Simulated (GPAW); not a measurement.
## KCl (Sylvite): G0W0 on several meshes in GPAW

How does the mesh move the gap of KCl (Sylvite)?

Main program and level: GPAW 26.7.0; PBE and many-body steps on it, plane waves.

### Step 1. The starting structure

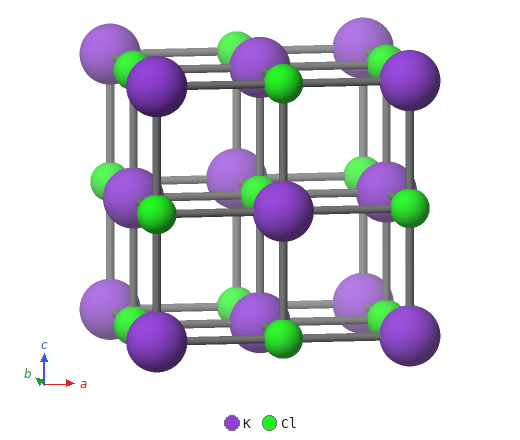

The cell as given, slightly off an axis (potassium purple, chlorine green). This picture shows the conventional cell, with its axes. Some periodic images of atoms are drawn too.

As a file:

```cif
data_structure
_symmetry_space_group_name_H-M 'Fm-3m'
_symmetry_Int_Tables_number 225
_cell_length_a 6.2929
_cell_length_b 6.2929
_cell_length_c 6.2929
_cell_angle_alpha 90.000
_cell_angle_beta 90.000
_cell_angle_gamma 90.000
_cell_volume 249.21
loop_
_atom_site_label
_atom_site_type_symbol
_atom_site_symmetry_multiplicity
_atom_site_Wyckoff_symbol
_atom_site_fract_x
_atom_site_fract_y
_atom_site_fract_z
_atom_site_occupancy
K1 K 4 a 0.00000 0.00000 0.00000 1
Cl1 Cl 4 b 0.50000 0.00000 0.00000 1
```

The cell and positions come from the Crystallography Open Database and are kept as given unless a step says otherwise.

### Step 2. Empty states on the mesh, 4×4×4 mesh, 410 bands

This step: GPAW 26.7.0; DFT, PBE, plane waves, PAW.

The sums over transitions need many empty states on a uniform mesh; this step solves for them.

Input file run.py:

```python
import json
import numpy as np
from gpaw.mpi import world
from gpaw import GPAW

calc = GPAW('gs.gpw').fixed_density(kpts={'size': (4, 4, 4), 'gamma': True},
    parallel={'domain': 1, 'band': 1},
    txt='nscf.txt')
calc.diagonalize_full_hamiltonian(nbands=410)
calc.write('full.gpw', mode='all')
res = {}
kpts = calc.get_ibz_k_points()
res['kpts'] = kpts
res['eigenvalues'] = [calc.get_eigenvalues(kpt=k) for k in range(len(kpts))]
res['n_electrons'] = calc.get_number_of_electrons()

if world.rank == 0:
    with open('result.json', 'w') as f:
        json.dump(res, f, default=lambda x: x.tolist())
```

Started as:

```sh
mpirun -n 4 gpaw python run.py
```

Numbers of over 12 decimals in the logs are rounded to 6 here.

The log of the run:

```text
Diagonalizing LCAO Hamiltonian
Converting LCAO to pw mode
convergence criteria:
- Maximum integral of absolute [eigenst]ate change: 4e-08 eV^2 / valence electron
maximum number of iterations: 100

SCF iterations
|iter     |     time |      energy | eigst |  dens |
|iter:   1|  |             | +1.70 |       |
|iter:   2|  |             | +0.77 |       |
|iter:   3|  |             | -0.09 |       |
[...]
|iter:  28|  |             | -7.15 |       |
|iter:  29|  |             | -7.31 |       |
|iter:  30|  |             | -7.48c|       |
SCF steps: 30
  __  _  _
 | _ |_)|_||  |
 |__||  | ||/\| - 26.7.0

Input parameters:
  mode=PW(ecut=450.000000),
  convergence={'density': 1e-06, 'bands': -3},
  gpts=array([24, 24, 24]),
  kpts=MonkhorstPack(size=(4, 4, 4), gamma=True),
  maxiter=100,
  nbands=15,
  occupations=Occupations(name='fermi-dirac', width=0.001, fixmagmom=False),
  parallel={'domain': 1, 'band': 1},
  xc=XC(name='PBE')
Matrix size: 1363x1363
# Writing to full.gpw (mode='all')
  [... matrices ...]

timing:  # [seconds]
  Total: 6.385  # ━━━━━━━━━━━━━━━━━━━━━━━━━━━━━━━━━━━━━━━━━━━━━━━━━━━━━━━━━━━
```

Elapsed: 11 s, on 4 MPI ranks of Arm Neoverse V1, shared host; peak memory 1.2 GiB; 45 s of CPU time.

Numbers from this step:

* gap: 5.194 eV
* k of the valence top: 0, 0, 0
* k of the conduction bottom: 0, 0, 0
* least direct gap: 5.194 eV
* k points computed: 8
* lowest point of the top converged band, above the valence top: 194.0742 eV

On this mesh the gap is 5.194 eV.

### Step 3. 4×4×4

G0W0 replaces the xc potential by the self-energy, built once from these orbitals. Only a window of levels is corrected, while the sums run over the empty bands that the input names.

This step: G0W0 on PBE, plane waves, PAW.

Input file run.py:

```python
import json
import numpy as np
from gpaw.mpi import world
from gpaw.response.g0w0 import G0W0

gw = G0W0('full.gpw',
    filename='gw',
    kpts=[0],
    bands=(6, 10),
    ecut=60,
    nbands=65,
    integrate_gamma='WS',
    ppa=True)
gw.calculate()
res = {mode: {k: v for k, v in r.items() if k != 'sigma_eskwn'}
       for mode, r in gw.all_results.items()}

if world.rank == 0:
    with open('result.json', 'w') as f:
        json.dump(res, f, default=lambda x: x.tolist())
```

Started as:

```sh
mpirun -n 4 gpaw python run.py
```

The log of the run:

```text
Using integrator: PointIntegrator
FrequencyGridDescriptor(from 0.000+0.000j to 0.000+27.211j eV, 2 points)
Nonperiodic BCs:  [False False False]
Using integrator: PointIntegrator
FrequencyGridDescriptor(from 0.000+0.000j to 0.000+27.211j eV, 2 points)
Nonperiodic BCs:  [False False False]
  ___  _ _ _
 |   || | | |
 | | || | | |
 |__ ||_____|
 |___|

BZ k-points: Symmetries present (total): 48

  [... matrices ...]
64 k-points: 4 x 4 x 4 Monkhorst-Pack grid + [1/8,1/8,1/8]
8 k-points in the irreducible part of the Brillouin zone
       k-points in crystal coordinates                weights
   0:     0.00000000    0.00000000    0.00000000          1/64
   1:     0.25000000    0.25000000    0.00000000          6/64
   2:     0.25000000    0.25000000    0.25000000          8/64
   3:     0.50000000    0.25000000   -0.25000000          6/64
   4:     0.50000000    0.25000000    0.25000000         12/64
   5:     0.50000000    0.50000000    0.00000000          3/64
   6:     0.50000000    0.50000000    0.25000000         24/64
   7:     0.50000000    0.50000000    0.50000000          4/64

Distributing spins, k-points and bands (1 x 1 x 4) over 4 processes
Number of blocks: 1

Quasi particle states:
k-points (IBZ indices): [0]
Band range: (6, 10)
  [... matrices ...]
Computational parameters:
Plane wave cut-off: 60 eV
Number of bands: 65
Coulomb cutoff: None
Broadening: 0.1 eV

fxc modes: GW
Kernel: RPA
Using Godby-Needs plasmon-pole approximation:
  Fitting energy: i*E0, E0 = 1.000 Hartree
Summing all q:

Calculating screened Coulomb potential
No Coulomb truncation
FrequencyGridDescriptor(from 0.000+0.000j to 0.000+27.211j eV, 2 points)
Removing empty qpoint cache files...

Calculating chi0 body with:
    Ground state adapter containing:
    Number of spins: 1
    Number of kpoints: 64
    Number of irreducible kpoints: 8
    Number of completely occupied states: 8
    Number of partially occupied states: 8
    Occupied states memory: 1.6875 M / cpu

    Linear response parametrization:
    q_c: [0.0, 0.0, 0.0]
    Number of frequency points: 2
    Planewave cutoff: 60.0
    Number of bands: 65
    Number of planewaves: 59
    Broadening (eta): 1e-06
    comm.size: 4
    kncomm.size: 4
    blockcomm.size: 1

    Memory estimate of potentially large arrays:
        chi0_wGG: 0.106232 M / cpu
Integrating chi0 body.

Symmetries of q_c:
    Direct symmetries (Uq -> q): 48
    Indirect symmetries (TUq -> q): 0
In total 48 allowed symmetries.

  [... matrices ...]
8 groups of equivalent kpoints. 87.5% reduction.

Integral kind: response function
Integrating chi0 head and wings.

Symmetries of q_c:
    Direct symmetries (Uq -> q): 48
    Indirect symmetries (TUq -> q): 0
In total 48 allowed symmetries.

  [... matrices ...]
8 groups of equivalent kpoints. 87.5% reduction.

Integral kind: response function wings

Calculating chi0 body with:
    Ground state adapter containing:
    Number of spins: 1
    Number of kpoints: 64
    Number of irreducible kpoints: 8
    Number of completely occupied states: 8
    Number of partially occupied states: 8
    Occupied states memory: 1.6875 M / cpu

    Linear response parametrization:
[... the further q-points ...]

Results:
f:      Occupation numbers
eps:     KS-eigenvalues [eV]
vxc:     KS vxc [eV]
exx:     Exact exchange [eV]
sigma:   Self-energies [eV]
dsigma:  Self-energy derivatives
Z:       Renormalization factors
qp:      QP-energies [eV]

k-point 0 (0): (0.000, 0.000, 0.000)                GW
band       f     eps     vxc     exx   sigma  dsigma       Z      qp
                                                                   GW
   6   1.000  -0.329 -16.355 -20.768   2.308  -0.215   0.823  -2.061
   7   1.000  -0.329 -16.355 -20.768   2.308  -0.215   0.823  -2.061
   8   0.000   4.865  -7.907  -4.229  -2.797  -0.134   0.882   5.642
   9   0.000   8.030  -9.268  -4.312  -2.828  -0.138   0.879   9.901
```

Run time: 14 s. Hardware: 4 MPI ranks; peak memory 1.1 GiB; 57 s of CPU time.

This step gave:

```
G0W0 gap on the points computed              : 7.702 eV
least direct G0W0 gap on the computed points : 7.702 eV
Z at the valence top                         : 0.8232
Z at the conduction bottom                   : 0.8816
starting gap on the mesh                     : 5.194 eV
k of the valence top                         : 0, 0, 0
k of the conduction bottom                   : 0, 0, 0
```

The gap on the mesh goes from 5.19 eV to 7.70 eV, a correction of +2.51 eV.

### Step 4. Empty states on the mesh, 6×6×6 mesh, 75 bands

This step: DFT, PBE, plane waves, PAW.

Input file run.py:

```python
import json
import numpy as np
from gpaw.mpi import world
from gpaw import GPAW

calc = GPAW('gs.gpw').fixed_density(kpts={'size': (6, 6, 6), 'gamma': True},
    nbands=87,
    convergence={'bands': 75},
    txt='nscf.txt')
calc.write('full.gpw', mode='all')
res = {}
kpts = calc.get_ibz_k_points()
res['kpts'] = kpts
res['eigenvalues'] = [calc.get_eigenvalues(kpt=k) for k in range(len(kpts))]
res['n_electrons'] = calc.get_number_of_electrons()

if world.rank == 0:
    with open('result.json', 'w') as f:
        json.dump(res, f, default=lambda x: x.tolist())
```

Started as:

```sh
mpirun -n 4 gpaw python run.py
```

The log of the run:

```text
Diagonalizing LCAO Hamiltonian
Converting LCAO to pw mode
convergence criteria:
- Maximum integral of absolute [eigenst]ate change: 4e-08 eV^2 / valence electron
maximum number of iterations: 100

SCF iterations
|iter     |     time |      energy | eigst |  dens |
|iter:   1|  |             | +4.11 |       |
|iter:   2|  |             | +2.89 |       |
|iter:   3|  |             | +1.74 |       |
[...]
|iter:  11|  |             | -6.35 |       |
|iter:  12|  |             | -7.11 |       |
|iter:  13|  |             | -7.56c|       |
SCF steps: 13
  __  _  _
 | _ |_)|_||  |
 |__||  | ||/\| - 26.7.0

Input parameters:
  mode=PW(ecut=450.000000),
  convergence={'bands': 75},
  gpts=array([24, 24, 24]),
  kpts=MonkhorstPack(size=(6, 6, 6), gamma=True),
  maxiter=100,
  nbands=87,
  occupations=Occupations(name='fermi-dirac', width=0.001, fixmagmom=False),
  parallel={},
  xc=XC(name='PBE')
# Writing to full.gpw (mode='all')
  [... matrices ...]

timing:  # [seconds]
  Total: 0.033  # ━━━━━━━━━━━━━━━━━━━━━━━━━━━━━━━━━━━━━━━━━━━━━━━━━━━━━━━━━━━
```

Elapsed: 16 s, on 4 MPI ranks; peak memory 0.69 GiB.

This step gave:

```
gap                                                           : 5.194 eV
k of the valence top                                          : 0, 0, 0
k of the conduction bottom                                    : 0, 0, 0
least direct gap                                              : 5.194 eV
k points computed                                             : 16
lowest point of the top converged band, above the valence top : 56.3138 eV
```

On this mesh the gap is 5.194 eV.

### Step 5. 6×6×6

This step: G0W0 on PBE, plane waves, PAW.

Input file run.py:

```python
import json
import numpy as np
from gpaw.mpi import world
from gpaw.response.g0w0 import G0W0

gw = G0W0('full.gpw',
    filename='gw',
    kpts=[0],
    bands=(6, 10),
    ecut=60,
    nbands=65,
    integrate_gamma='WS',
    ppa=True)
gw.calculate()
res = {mode: {k: v for k, v in r.items() if k != 'sigma_eskwn'}
       for mode, r in gw.all_results.items()}

if world.rank == 0:
    with open('result.json', 'w') as f:
        json.dump(res, f, default=lambda x: x.tolist())
```

Started as:

```sh
mpirun -n 4 gpaw python run.py
```

The log of the run:

```text
Using integrator: PointIntegrator
FrequencyGridDescriptor(from 0.000+0.000j to 0.000+27.211j eV, 2 points)
Nonperiodic BCs:  [False False False]
Using integrator: PointIntegrator
FrequencyGridDescriptor(from 0.000+0.000j to 0.000+27.211j eV, 2 points)
Nonperiodic BCs:  [False False False]
  ___  _ _ _
 |   || | | |
 | | || | | |
 |__ ||_____|
 |___|

BZ k-points: Symmetries present (total): 48

  [... matrices ...]
216 k-points: 6 x 6 x 6 Monkhorst-Pack grid + [1/12,1/12,1/12]
16 k-points in the irreducible part of the Brillouin zone
       k-points in crystal coordinates                weights
   0:     0.00000000    0.00000000    0.00000000          1/216
   1:     0.16666667    0.16666667    0.00000000          6/216
   2:     0.16666667    0.16666667    0.16666667          8/216
[...]
9:     0.50000000    0.33333333   -0.16666667         12/216
          ...
  15:     0.50000000    0.50000000    0.50000000          4/216

Distributing spins, k-points and bands (1 x 1 x 4) over 4 processes
Number of blocks: 1

Quasi particle states:
k-points (IBZ indices): [0]
Band range: (6, 10)
  [... matrices ...]
Computational parameters:
Plane wave cut-off: 60 eV
Number of bands: 65
Coulomb cutoff: None
Broadening: 0.1 eV

fxc modes: GW
Kernel: RPA
Using Godby-Needs plasmon-pole approximation:
  Fitting energy: i*E0, E0 = 1.000 Hartree
Summing all q:

Calculating screened Coulomb potential
No Coulomb truncation
FrequencyGridDescriptor(from 0.000+0.000j to 0.000+27.211j eV, 2 points)
Removing empty qpoint cache files...

Calculating chi0 body with:
    Ground state adapter containing:
    Number of spins: 1
    Number of kpoints: 216
    Number of irreducible kpoints: 16
    Number of completely occupied states: 8
    Number of partially occupied states: 8
    Occupied states memory: 1.6875 M / cpu

    Linear response parametrization:
    q_c: [1.3877787807814457e-17, 1.3877787807814457e-17, 1.3877787807814457e-17]
    Number of frequency points: 2
    Planewave cutoff: 60.0
    Number of bands: 65
    Number of planewaves: 59
    Broadening (eta): 1e-06
    comm.size: 4
    kncomm.size: 4
    blockcomm.size: 1

    Memory estimate of potentially large arrays:
        chi0_wGG: 0.106232 M / cpu
Integrating chi0 body.

Symmetries of q_c:
    Direct symmetries (Uq -> q): 48
    Indirect symmetries (TUq -> q): 0
In total 48 allowed symmetries.

  [... matrices ...]
16 groups of equivalent kpoints. 92.592593% reduction.

Integral kind: response function
Integrating chi0 head and wings.

Symmetries of q_c:
    Direct symmetries (Uq -> q): 48
    Indirect symmetries (TUq -> q): 0
In total 48 allowed symmetries.

  [... matrices ...]
16 groups of equivalent kpoints. 92.592593% reduction.

Integral kind: response function wings

Calculating chi0 body with:
    Ground state adapter containing:
    Number of spins: 1
    Number of kpoints: 216
    Number of irreducible kpoints: 16
    Number of completely occupied states: 8
    Number of partially occupied states: 8
[... the further q-points ...]

Results:
f:      Occupation numbers
eps:     KS-eigenvalues [eV]
vxc:     KS vxc [eV]
exx:     Exact exchange [eV]
sigma:   Self-energies [eV]
dsigma:  Self-energy derivatives
Z:       Renormalization factors
qp:      QP-energies [eV]

k-point 0 (0): (0.000, 0.000, 0.000)                GW
band       f     eps     vxc     exx   sigma  dsigma       Z      qp
                                                                   GW
   6   1.000  -0.329 -16.355 -20.764   2.310  -0.216   0.823  -2.056
   7   1.000  -0.329 -16.355 -20.764   2.310  -0.216   0.823  -2.056
   8   0.000   4.865  -7.907  -4.236  -2.793  -0.134   0.882   5.638
   9   0.000   8.030  -9.268  -4.313  -2.828  -0.138   0.878   9.899
```

Wall time 57 s (4 MPI ranks); peak memory 1.4 GiB; 3.8 min of CPU time.

This step gave:

- G0W0 gap on the points computed: 7.694 eV
- least direct G0W0 gap on the computed points: 7.694 eV
- Z at the valence top: 0.8227
- Z at the conduction bottom: 0.8818
- starting gap on the mesh: 5.194 eV
- k of the valence top: 0, 0, 0
- k of the conduction bottom: 0, 0, 0

Against G0W0 in GPAW (4×4×4 mesh, 65 bands, screening to 60 eV, Godby-Needs plasmon pole), the gap moves by −0.008 eV.

### Step 6. Side by side

Times are wall times on 4 MPI ranks of Arm Neoverse V1, shared host, good to a factor of about two.

```tsv
run	mesh	bands	screening cutoff (eV)	DFT gap (eV)	gap on the mesh (eV)	direct (eV)	time
4×4×4	4×4×4	65	60	5.194	7.702	7.702	14 s
6×6×6	6×6×6	65	60	5.194	7.694	7.694	57 s
```

### Step 7. Results

| Item | Value |
| --- | --- |
| 4×4×4 | 7.702 eV |
| 6×6×6 | 7.694 eV |
| known limits | not at the basis limit |

What this shows: 6×6×6: −0.008 eV against 4×4×4. Bands and cutoff are finite, so the gap is not at the basis limit. The miss can reach some tenths of an eV and take either sign; the mesh is an error of its own. These stock PAW sets were not made for GW. In the G0W0 runs levels were corrected at 1 k point alone, so a gap called «on the mesh» is the least over those, and an edge elsewhere would be missed.

[Paths, hosts, dates, memory and timing lines, banners, echoed tables and standing remarks are left out of the program output.]

[Logs are printed without paths, hosts, clocks, repeated set-up lines and the standing remarks that a program may print on its own settings, such as how far it seeks lower states.]

[Runs of the session that timed out or met a known fault of the program may be left out.]

[Hosts, paths, dates, database ids (printed as entryN), source tags and the programs' standing remarks are cut or masked in the printed files.]
